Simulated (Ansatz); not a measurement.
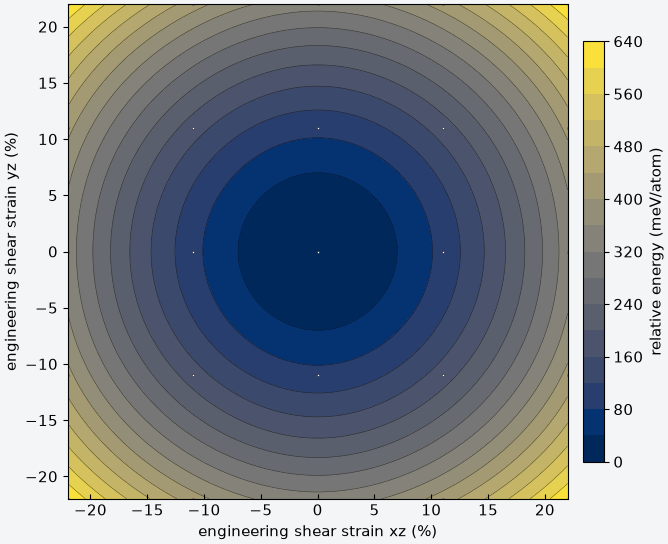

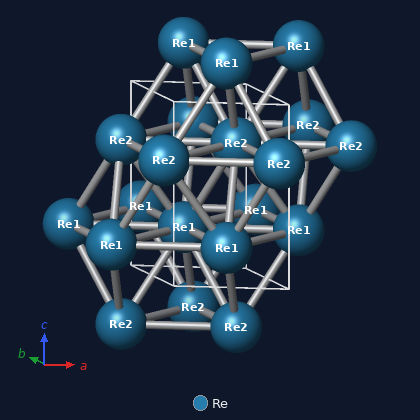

Energy landscape of Re (P6_3/mmc, No. 194; 2 atoms in the cell). 
- The energy is mapped over two homogeneous strains (x along [1 0 0], y along [1 2 0], z along [0 0 1] of the conventional cell).
- First axis: engineering shear strain xz. Second axis: engineering shear strain yz.
- Nothing is relaxed (fractional coordinates fixed).
- Grid: 5 × 5 points; 9 points were computed and 16 follow by symmetry.
- Points are written as (first, second).
- Energies are in meV/atom, from the lowest grid point.
- These are results of DFT PBEsol, scalar-relativistic, plane waves, PAW (Ansatz 0.2.0), not measurements. Settings: cutoff 420 eV, k-mesh 18×18×10 in the order of the run's cell vectors, gaussian smearing 0.15 eV, no spin polarisation.

In the figure: filled contours, dots at the grid points. Between grid points the surface is interpolated. The second picture is the structure at the lowest point

### Where are the wells?

The lowest grid point is at (0 %, 0 %). No other kind of well shows on this grid. The highest grid point, (−22 %, −22 %), lies 638 meV/atom above the lowest. Round the minimum the contours are nearly round: the two directions are equally stiff and uncoupled.

Each point was launched as `ansatz run input.yaml --threads 1 --pin off --max-ram 2048MiB --backend cpu --events-out ev --progress --plain --runs-dir out`. The whole map (9 points run) took 4.5 min on 1 thread of Arm Neoverse V1, on a shared host.
